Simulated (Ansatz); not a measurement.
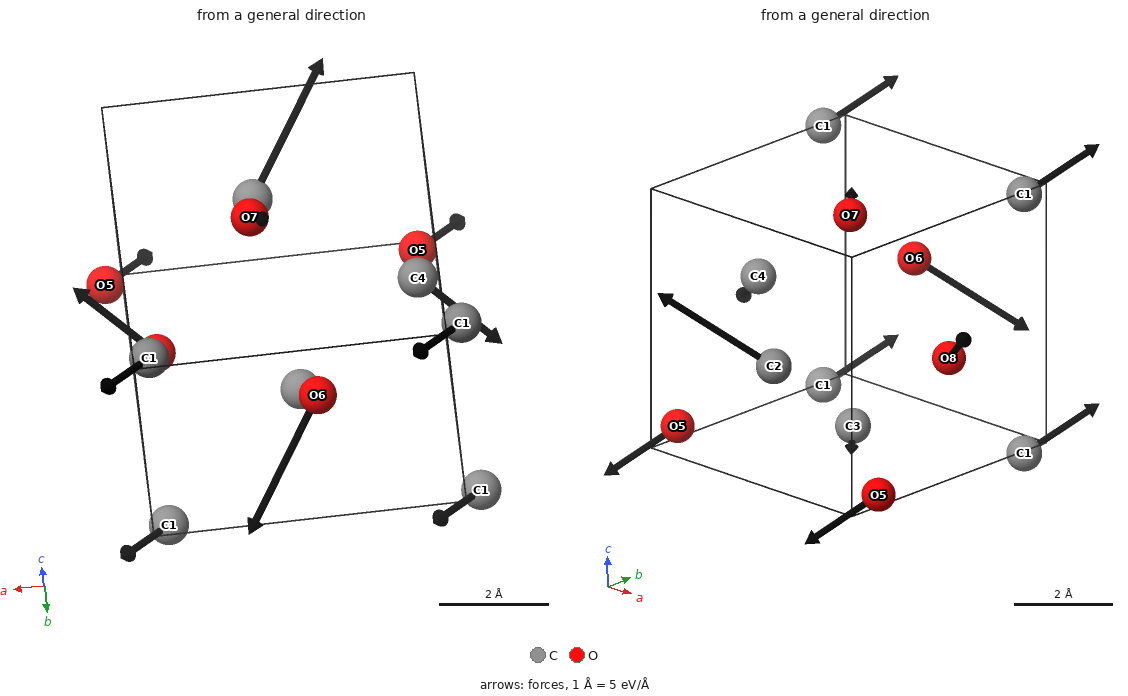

The figure gives a spheres-only picture of the atoms, viewed from two general directions. Thin lines show the simulation cell, with boundary atoms drawn in all their periodic places. The arrows are the computed forces on the atoms.

System: CO. Setup: DFT, PAW plane waves, r2SCAN in Ansatz 0.2.0; 500 eV cutoff, a 3×3×3 mesh of k-points, Fermi-Dirac smearing of 0.1 eV, no spin polarisation.

Question: Is the structure at a minimum of the energy?

Answer: No. The atoms still feel forces of up to about 13 eV/Å, far above a usual threshold of 0.01 to 0.03 eV/Å.

Question: Where is the maximum force, and how large is it?

Answer: C2 and O6, about 13 eV/Å.

Shown is a known structure type with the cell strained and the atoms shaken on purpose, as it stood before any relaxation. Ansatz was used for an electronic-structure calculation on it.
